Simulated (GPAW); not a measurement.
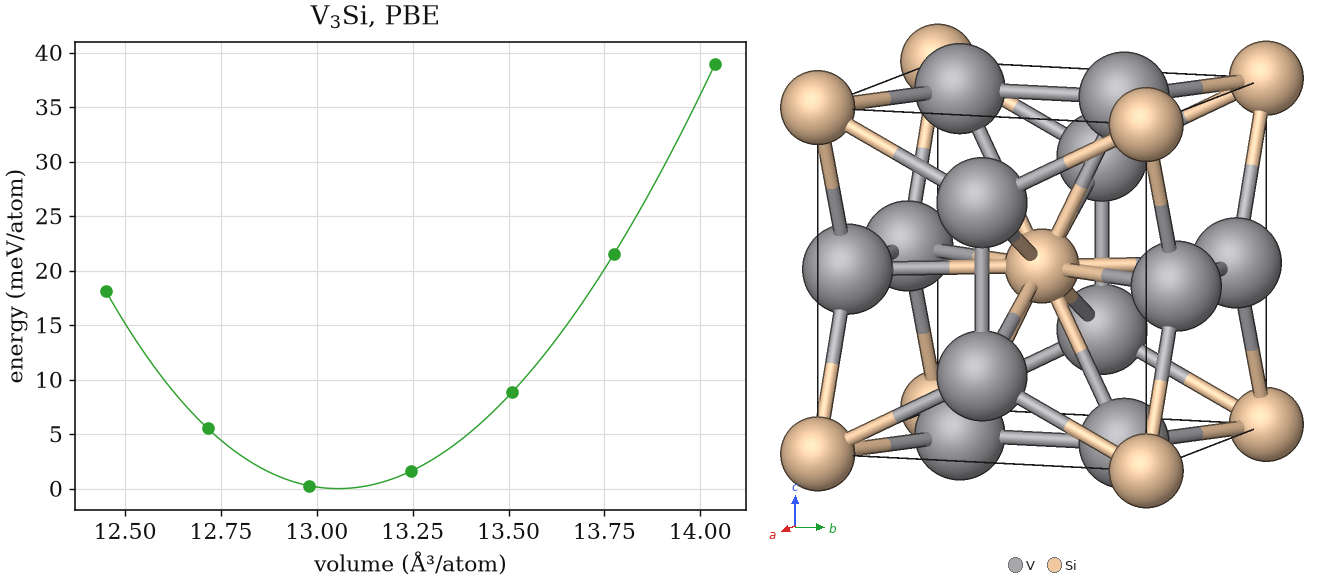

The picture above shows the energy against volume for V₃Si, space group Pm-3n (No. 223). The conventional cell is drawn beside the plot.

The given structure:
```
CELL_PARAMETERS angstrom
4.73200 0.00000 0.00000
0.00000 4.73200 0.00000
0.00000 0.00000 4.73200
ATOMIC_POSITIONS crystal
V 0.00000 0.50000 0.25000
V 0.00000 0.50000 0.75000
V 0.50000 0.25000 0.00000
V 0.75000 0.00000 0.50000
V 0.50000 0.75000 0.00000
V 0.25000 0.00000 0.50000
Si 0.50000 0.50000 0.50000
Si 0.00000 0.00000 0.00000
```

Computed with GPAW 26.7.0: PAW DFT in plane waves, on a grid or in atomic orbitals, collinear spins; energies at scaled volumes of the given cell, shape and fractions fixed, counted from the fit's minimum, third-order Birch-Murnaghan fit. Level: PBE, collinear spin.

- k mesh: 4×4×4
- occupations: Fermi–Dirac
- smearing width: 0.05 eV
- potentials: GPAW PAW data sets (gpaw data 1.2.1)
- wave cutoff: 600 eV
- program settings: basis pw

This calculation gives: equilibrium volume 13.06 Å³/atom and bulk modulus 191 GPa.

Now the level changes from PBE to vdW-DF. What happens?

The equilibrium volume rises from 13.06 to 13.74 Å³/atom (+5.2 %) and the bulk modulus falls from 191 to 166 GPa (−13 %).

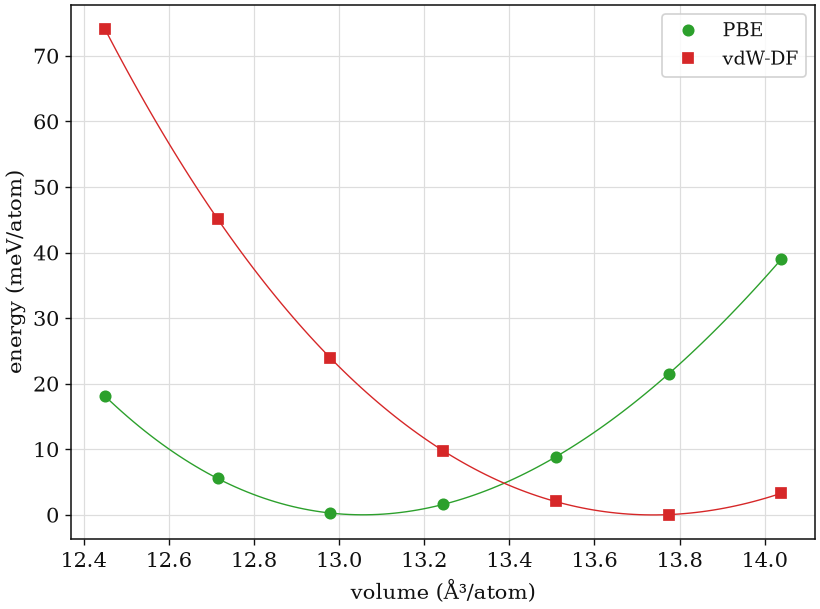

The two results together.

For both, limits of the calculation: coarse k mesh.

V0 and the bulk modulus come from third-order Birch–Murnaghan fits.
